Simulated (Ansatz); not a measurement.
Run report: Ti3O, band-structure calculation

Ti3O (8 atoms in the cell), computed with DFT r2SCAN, scalar-relativistic, plane waves, PAW, no spin polarisation (Ansatz 0.2.0).

The structure derives from a Materials Project entry.

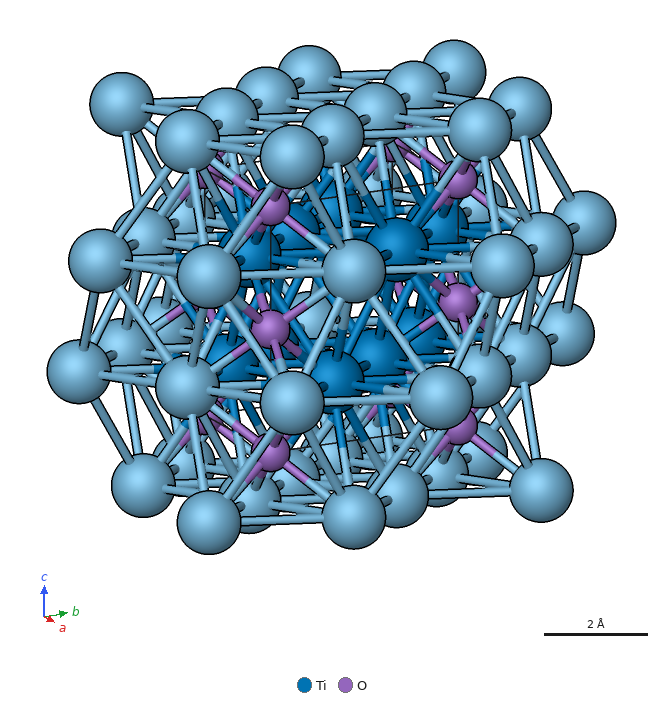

The structure as given in the input (ball-and-stick view of the cell of the calculation, seen slightly off an axis; neighbours outside the cell are drawn fainter). An atom can appear more than once, as a periodic image. Near neighbours in the periodic cell (some may lie outside the picture): Ti has 2 O at 2.08 Å and 12 Ti at 2.92 to 3.00 Å; O has 6 Ti at 2.08 Å.

**The input**
```yaml
crystal:
  lattice:
    - [5.1285676761, 0.0, 0.0]
    - [-2.5642838381, 4.4414698926, 0.0]
    - [0.0, 0.0, 4.8541069878]
  atoms:
    - { symbol: Ti, position: [0.0, 0.6717102443, 0.75] }
    - { symbol: Ti, position: [0.0, 0.3282897557, 0.25] }
    - { symbol: Ti, position: [0.6717102443, 0.0, 0.75] }
    - { symbol: Ti, position: [0.6717102443, 0.6717102443, 0.25] }
    - { symbol: Ti, position: [0.3282897557, 0.3282897557, 0.75] }
    - { symbol: Ti, position: [0.3282897557, 0.0, 0.25] }
    - { symbol: O, position: [0.0, 0.0, 0.5] }
    - { symbol: O, position: [0.0, 0.0, 0.0] }
basis:
  ecutwfc: 500
kpoints:
  mp_grid: { grid: [12, 12, 8] }
  band_path:
    path:
      - [[0.0, 0.0, 0.0], [0.5, 0.0, 0.0], [0.33333333, 0.33333333, 0.0], [0.0, 0.0, 0.0], [0.0, 0.0, 0.5], [0.5, 0.0, 0.5], [0.33333333, 0.33333333, 0.5], [0.0, 0.0, 0.5]]
      - [[0.5, 0.0, 0.5], [0.5, 0.0, 0.0]]
      - [[0.33333333, 0.33333333, 0.5], [0.33333333, 0.33333333, 0.0]]
    npoints: 14
hamiltonian:
  xc: r2scan
scf:
  occupations: { method: gaussian, width: 0.1 }
  n_extra_bands: 20
output:
  forces: true
  stress: true
  eigenvalues: true
  populations: true
  dos: { projected: true, de: 0.02, nscf_kmesh: { grid: [18, 18, 12] } }
  bader: true
  write_density: true
  write_potential: true
  elf: true
  volumetric_format: npy
```

Launched with:
```bash
ansatz run input.yaml --threads 2 --pin off --max-ram 5120MiB --backend cpu --events-out ev --progress --plain --runs-dir out
```

**Log**
```
scf.n_extra_bands = 20 over 42 filled bands (N_el = 84.0): the run solves 62 bands
Engine: ansatz 0.2.0, x86_64-unknown-linux-gnu
Pseudopotentials: kind: paw
Pseudopotential: Ti, paw, valence charge 12, recommended cutoff 500 eV (meta_gga), Ti.paw.azcp
Pseudopotential: O, paw, valence charge 6, recommended cutoff 500 eV (meta_gga), O.paw.azcp
Functional definition: r2SCAN
  parameter k0 = 0.174
  parameter k1 = 0.065
  parameter a1 = 4.9479
  exchange = r2scan_x(k0 = k0, k1 = k1, a1 = a1)
  correlation = r2scan_c
Crystal: 8 atoms, lattice volume = 110.569 Å³
Basis set: ecut = 500 eV, 2801 PW (Γ), exchange–correlation on 160×160×144 points (64 copies of the dense FFT grid, shifted against one another)
Bands: 62, of which v1, the nominal top of the filled ones, is band 42 counted from 1 (41 counted from 0)
Symmetry: 24 space group operations
Space group: P63/mcm (ITA 193), of the structure as read, at distance tolerance 4.8e-5 Å
k-points: 95 of 1152
Non-local potential: Ti, projectors of the file, l = 0: 3, l = 1: 2, l = 2: 3, l = 3: 1
Non-local potential: O, projectors of the file, l = 0: 2, l = 1: 2, l = 2: 1
PAW form: soft (Blöchl's): semilocal exchange-correlation on the pseudo side does not see the compensation charge
PAW frozen core: Ti, regenerated for the run's functional (the file was generated under x = pbe(κ = 0.804, μ = 0.2195149727645171), c = pbe(β = 0.06672455060314922))
PAW frozen core: O, regenerated for the run's functional (the file was generated under x = pbe(κ = 0.804, μ = 0.2195149727645171), c = pbe(β = 0.06672455060314922))
PAW one-centre angular grid: Ti, 590 points (default); XC on 160 Gauss nodes
PAW one-centre angular grid: O, 302 points (default); XC on 160 Gauss nodes
Initial density: superposition of atomic densities (neutral atoms: chi_scale 0, normalization atom), corrected by the library's trained network
Initial wavefunctions: pseudopotential atomic-orbital guess
Functional: x = r2scan, c = r2scan; τ floored in thin density (d = 2e-4 eV/Å³)
SCF iter   1: F=—  HF=-16169.400988 eV  |F-HF|=—  |Δ(HF+E_count)|=         —  Δρ=2.17e-2  dr2=5.18e-1  dr2_τ=2.94e-1  ethr=1.77e-3  ⟨swp⟩=4.7  Hψ=20925  notcnv=0
preconditioner: auto → Kerker (q_TF=auto, 2.606 Å⁻¹)  [metal: Δε(μ)=0.011 eV  Ē_g=6.172 eV  σ=0.100 eV  W_gap=0.06  n_scr=28 (ndim 8)  ℏωp=20.0 eV  f_vac=0.000  D(μ)=4.75/eV (n_scr^D=40)]
SCF iter   2: F=—  HF=-16169.604617 eV  |F-HF|=—  |Δ(HF+E_count)|=   2.04e-1  Δρ=7.57e-3  dr2=5.12e-2  dr2_τ=7.81e-3  ethr=6.17e-4  ⟨swp⟩=2.0  Hψ=9341  notcnv=0  defer=1113
SCF iter   3: F=—  HF=-16169.605604 eV  |F-HF|=—  |Δ(HF+E_count)|=   9.87e-4  Δρ=3.70e-3  dr2=8.11e-3  dr2_τ=8.10e-4  ethr=6.09e-5  ⟨swp⟩=2.0  Hψ=6315  notcnv=0  defer=1113
SCF iter   4: F=—  HF=-16169.608689 eV  |F-HF|=—  |Δ(HF+E_count)|=   3.09e-3  Δρ=7.93e-4  dr2=7.97e-4  dr2_τ=3.86e-5  ethr=9.65e-6  ⟨swp⟩=2.0  Hψ=6636  notcnv=0  defer=1113
SCF iter   5: F=—  HF=-16169.608760 eV  |F-HF|=—  |Δ(HF+E_count)|=   7.06e-5  Δρ=4.42e-4  dr2=1.67e-4  dr2_τ=2.48e-5  ethr=9.48e-7  ⟨swp⟩=2.0  Hψ=6481  notcnv=0  defer=1113
SCF iter   6: F=—  HF=-16169.608736 eV  |F-HF|=—  |Δ(HF+E_count)|=   2.43e-5  Δρ=1.37e-4  dr2=1.94e-5  dr2_τ=6.71e-7  ethr=1.98e-7  ⟨swp⟩=2.0  Hψ=5541  notcnv=0  defer=1113
SCF iter   7: F=—  HF=-16169.608733 eV  |F-HF|=—  |Δ(HF+E_count)|=   2.66e-6  Δρ=1.65e-5  dr2=2.83e-7  dr2_τ=1.27e-8  ethr=2.31e-8  ⟨swp⟩=2.0  Hψ=6850  notcnv=0  defer=1113
SCF iter   8: F=-16169.608733 eV  HF=-16169.608733 eV  |F-HF|=5.04e-8  |Δ(HF+E_count)|=   7.90e-8  Δρ=7.00e-6  dr2=7.45e-8  dr2_τ=2.64e-9  ethr=1.19e-10  ⟨swp⟩=11.9  Hψ=32503  notcnv=0
SCF 1 converged in 8 iterations: F = -16169.608733 eV  dr2 = 7.45e-8
  greatest PAW one-centre occupation: 1.002 electrons in one spin orbital (limit 2), on the Ti atom at site 4 (counted from 0), in its partial waves of l = 1
```

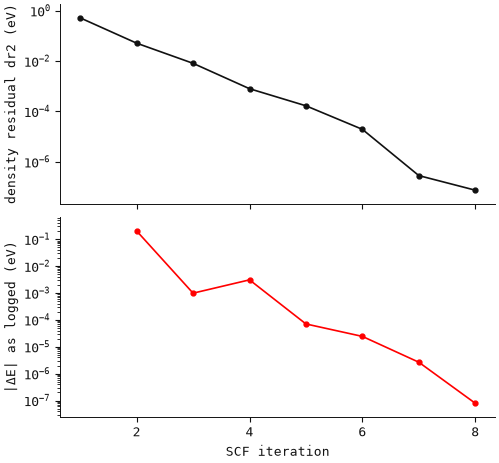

Convergence of the self-consistent field: density residual dr2 and size of the energy change against the SCF iteration. The residual falls at every step.

```
NSCF: frozen V_eff on 129 k-points
NSCF: frozen V_eff on 259 k-points
SCF converged after 8 iterations
Free energy (F): -16169.608733 eV
Harris-Foulkes:  -16169.608733 eV  (|F-HF|=5.04e-8)
Internal energy: -16169.585601 eV  (E = F + TS)
E sigma→0 (E₀):  -16169.597167 eV
Entropy (-TS):   -0.023132 eV (-2.891 meV/atom)
Fermi energy:    14.315573 eV
--- Per-component energies (eV) ---
  E_band       = -981.459845
  E_kinetic    = 1994.490880
  E_local      = -5598.792164  (includes V_loc(G=0)·N_el)
  E_nonlocal   = 136.693737
  E_hartree    = 2291.668387
  E_xc         = -707.436422
  E_vxc        = -1011.832729  (∫ρ·V_xc dr)
  E_paw        = -6659.958920  (= ΣΔE_a)
  E_vpaw       = -1153.195529  (= ΣTr[D̂ρ^β])
  E_aug_tail   = 0.002521  (compensation charges beyond the density's cutoff)
  E_vtau       = 67.836834  (kinetic-family band-sum trace: ∫τ·v_τ [+ j·A + Jᵃ·Aᵃ] dr)
  E_ewald      = -7624.668996
  E_core_change = -1.584625  (= ΣΔE_core)
  E_smearing   = -0.023132  (= −TS)
  E_closure    = -0.000000  (closes the sum)
  Σ components = -16169.608733   (vs F -16169.608733, Δ=0.00e0)
--- Forces (eV/Å), atoms counted from 1 ---
  atom   1  Ti    -0.00086124     0.00149172     0.00000000
  atom   2  Ti     0.00086124    -0.00149172     0.00000000
  atom   3  Ti     0.00172249     0.00000000     0.00000000
  atom   4  Ti     0.00086124     0.00149172     0.00000000
  atom   5  Ti    -0.00086124    -0.00149172     0.00000000
  atom   6  Ti    -0.00172249    -0.00000000     0.00000000
  atom   7  O      0.00000000     0.00000000    -0.00000000
  atom   8  O      0.00000000    -0.00000000     0.00000000
  max |Σ_I F_I| component: 4.60e-17 eV/Å
--- Stress (GPa, compression-positive) ---
       -0.022238      -0.000000       0.000000
       -0.000000      -0.022238       0.000000
        0.000000       0.000000      -0.000368
  P = ⅓ Tr σ = -0.0149 GPa (-0.149 kbar)
--- Band table (eV; the first three rows and the last of 95) ---
  k-point 0: bands = ["-45.3689", "-45.2638", "-45.2395", "-45.2395", "-45.2311", "-45.2311", "-20.9852", "-20.9384", "-20.5985", "-20.5815", "-20.5815", "-20.5601", "-20.5601", "-20.5530", "-20.5530", "-20.5243", "-20.4999", "-20.4999", "-20.3552", "-20.3155", "-20.2543", "-20.2543", "-20.1857", "-20.1857", "-8.4334", "-7.6786", "4.8295", "6.4651", "6.4651", "6.7706", "6.7706", "8.8647", "9.1215", "12.2658", "12.4407", "12.4407", "12.6038", "12.9007", "13.3875", "13.3875", "13.3954", "14.0891", "14.0891", "14.4923", "15.1057", "15.1057", "15.5511", "15.6282", "15.6282", "15.8727", "15.8727", "16.2059", "16.2059", "16.8891", "16.8891", "16.9749", "16.9749", "17.0619", "17.1450", "18.0510", "18.3456", "18.3921"]
  k-point 1: bands = ["-45.3649", "-45.2679", "-45.2392", "-45.2392", "-45.2314", "-45.2314", "-20.9636", "-20.9275", "-20.6215", "-20.6215", "-20.6175", "-20.6175", "-20.6090", "-20.5179", "-20.4904", "-20.4904", "-20.4652", "-20.4652", "-20.3617", "-20.3405", "-20.2511", "-20.2511", "-20.1878", "-20.1878", "-8.4055", "-7.7088", "4.9544", "6.4684", "6.4684", "6.7493", "6.7493", "8.7216", "9.1502", "12.1290", "12.5104", "12.5104", "12.6446", "12.9166", "13.4372", "13.4372", "13.4632", "14.0289", "14.0289", "14.4960", "15.0156", "15.0156", "15.5384", "15.6756", "15.6756", "15.9633", "15.9633", "16.1581", "16.1581", "16.9498", "16.9498", "16.9526", "16.9537", "16.9537", "17.1494", "17.7456", "18.2259", "18.4417"]
  k-point 2: bands = ["-45.3536", "-45.2793", "-45.2382", "-45.2382", "-45.2323", "-45.2323", "-20.9040", "-20.8969", "-20.6752", "-20.6752", "-20.6685", "-20.6685", "-20.6363", "-20.4998", "-20.4338", "-20.4338", "-20.4180", "-20.4180", "-20.4104", "-20.3803", "-20.2421", "-20.2421", "-20.1937", "-20.1937", "-8.3261", "-7.7937", "5.3183", "6.4811", "6.4811", "6.6936", "6.6936", "8.1713", "9.4327", "11.7417", "12.7052", "12.7052", "12.7510", "12.9543", "13.5833", "13.5833", "13.6398", "13.8592", "13.8592", "14.4629", "14.7725", "14.7725", "15.5230", "15.8587", "15.8587", "16.0945", "16.0945", "16.1289", "16.1289", "16.5248", "16.9397", "16.9397", "17.0194", "17.0194", "17.3550", "17.3850", "17.9260", "18.0833"]
  k-point 94: bands = ["-45.2709", "-45.2709", "-45.2582", "-45.2582", "-45.2582", "-45.2582", "-20.9177", "-20.9177", "-20.6859", "-20.6859", "-20.6859", "-20.6859", "-20.4820", "-20.4820", "-20.4271", "-20.4271", "-20.4271", "-20.4271", "-20.3172", "-20.3172", "-20.3172", "-20.3172", "-20.2363", "-20.2363", "-8.0607", "-8.0607", "6.4972", "6.4972", "6.4972", "6.4972", "6.7499", "6.7499", "11.8344", "11.8344", "11.8344", "11.8344", "13.0414", "13.0414", "13.2280", "13.2280", "13.2280", "13.2280", "14.7819", "14.7819", "14.9800", "14.9800", "14.9800", "14.9800", "15.8262", "15.8262", "16.5474", "16.5474", "16.5474", "16.5474", "17.0215", "17.0215", "17.0215", "17.0215", "17.0927", "17.0927", "17.2044", "17.2044"]
--- Löwdin populations: 8 sites ---
  site symbol       q [e]
     0     Ti     11.6219
     1     Ti     11.6219
     2     Ti     11.6219
     3     Ti     11.6219
     4     Ti     11.6219
     5     Ti     11.6219
     6      O      6.6876
     7      O      6.6876
  spilling = 0.010638 (of n_electrons = 84.000000)
--- Bader charges: 8 sites ---
  site symbol  charge [e]  shift [e]
     0     Ti      0.4839     0.0001
     1     Ti      0.4839     0.0001
     2     Ti      0.4839     0.0001
     3     Ti      0.4839     0.0001
     4     Ti      0.4839     0.0001
     5     Ti      0.4839     0.0001
     6      O     -1.4517     0.0002
     7      O     -1.4517     0.0002
  estimated error of the sums over rays = 6.5e-4 e
```

**File bader_charges.tsv**
```
# site	symbol	x_ang	y_ang	z_ang	partial_charge_e	electrons	volume_ang3	relative_density_drop	shared_charge_e	partial_wave_shift_e
# quadrature_error_electrons = 6.5e-4
0	Ti	-1.7225	2.9834	3.6406	0.48388	21.51612	15.38	-	0.48388	0.00005
1	Ti	-0.8418	1.4581	1.2135	0.48388	21.51612	15.38	-	0.48388	0.00005
2	Ti	3.4449	0.0000	3.6406	0.48391	21.51609	15.38	-	0.48391	0.00005
3	Ti	1.7225	2.9834	1.2135	0.48389	21.51611	15.38	-	0.48389	0.00005
4	Ti	0.8418	1.4581	3.6406	0.48389	21.51611	15.38	-	0.48389	0.00005
5	Ti	1.6837	0.0000	1.2135	0.48390	21.51610	15.38	-	0.48390	0.00005
6	O	0.0000	0.0000	2.4271	-1.45167	9.45167	9.14	-	-1.45167	0.00016
7	O	0.0000	0.0000	0.0000	-1.45167	9.45167	9.14	-	-1.45167	0.00016
```

**File populations.tsv**
```
# site	symbol	l	j	q
# orbitals = lowdin
# n_electrons = 84.000000
# spilling = 0.010638
0	Ti	0_3S	-	1.926057
0	Ti	0_4S	-	0.809938
0	Ti	1_3P	-	5.990569
0	Ti	2_3D	-	2.895304
1	Ti	0_3S	-	1.926057
1	Ti	0_4S	-	0.809938
1	Ti	1_3P	-	5.990569
1	Ti	2_3D	-	2.895304
2	Ti	0_3S	-	1.926057
2	Ti	0_4S	-	0.809938
2	Ti	1_3P	-	5.990569
2	Ti	2_3D	-	2.895304
3	Ti	0_3S	-	1.926057
3	Ti	0_4S	-	0.809938
3	Ti	1_3P	-	5.990569
3	Ti	2_3D	-	2.895304
4	Ti	0_3S	-	1.926057
4	Ti	0_4S	-	0.809938
4	Ti	1_3P	-	5.990569
4	Ti	2_3D	-	2.895304
5	Ti	0_3S	-	1.926057
5	Ti	0_4S	-	0.809938
5	Ti	1_3P	-	5.990569
5	Ti	2_3D	-	2.895304
6	O	0_2S	-	1.731154
6	O	1_2P	-	4.956465
7	O	0_2S	-	1.731154
7	O	1_2P	-	4.956465
```

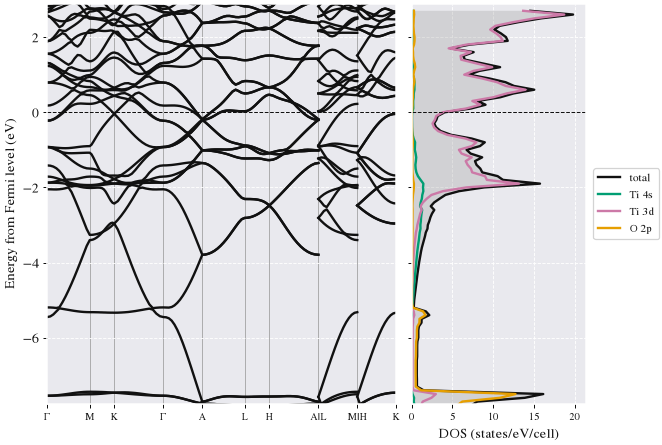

Band structure along Γ–M–K–Γ–A–L–H–A|L–M|H–K and density of states (projected on Löwdin-orthogonalised atomic shells), with energies from the Fermi level. Bands cross the Fermi level: a metal at this level of theory.

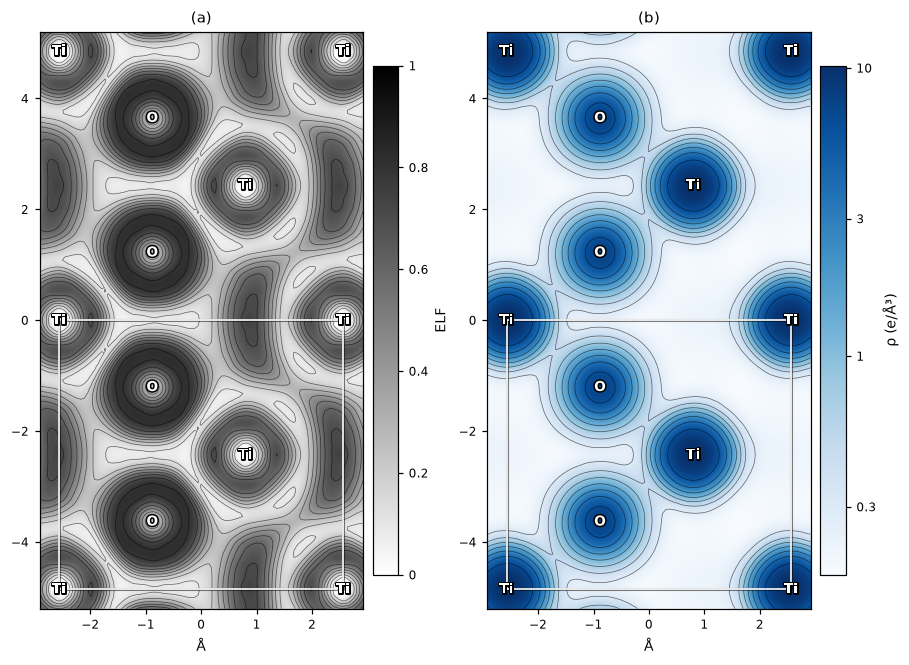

(a) ELF; (b) valence charge density (pseudo) on the (100) plane of the conventional cell. Ti–O (2.08 Å): the density is about 0.48 e/Å³ at the midpoint; the ELF is about 0.10 at the midpoint; no shared pair; the contact is polar. Ti–Ti (3.00 Å): ρ at the midpoint is about 0.17 e/Å³; the ELF is about 0.30 at the midpoint (no localised pair between them). Away from the nuclei the density in this plane falls to 0.17 e/Å³ at its lowest. The strong features right at Ti lie inside the PAW spheres (semicore, d or f shells) and say nothing about bonding. Core electrons are frozen (PAW), so the fields are smoothed inside the atomic spheres.

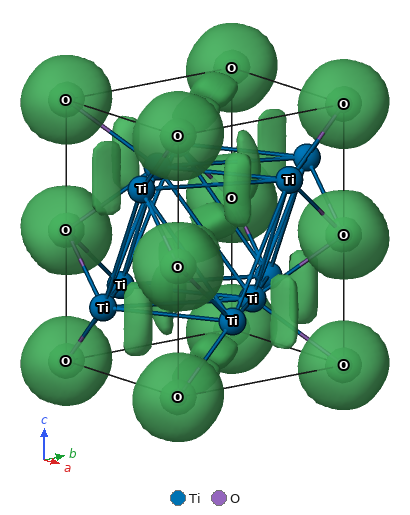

Isosurface of the ELF at 0.65 (green), seen slightly off an axis. Only the valence region is drawn (cores and ρ < 0.01 e/Å³ removed). Sticks mark near contacts. The outline is the cell set on symmetry axes. Along the contacts the grid gives the following. Ti–O (2.08 Å): the ELF is about 0.10 at the midpoint (a polar contact without a shared pair, in a metal). Ti–Ti (2.92 Å): the ELF is about 0.10 at the midpoint (no localised pair between them).

**Summary**

- outcome: converged
- space group (tolerance 0.01 Å): P6₃/mcm (193)
- electrons treated: 84
- free energy: −16169.6087 eV
- Fermi energy: 14.316 eV
- gap on the k-point mesh: none (metallic)
- pressure: −0.01 GPa
- largest force (length of the vector): 0.002 eV/Å
- hardware: 2 threads of Intel Xeon (Granite Rapids), 192 GiB of memory available, shared host
- wall time: 91 s (CPU time 3 min)
- peak memory: 1.6 GiB
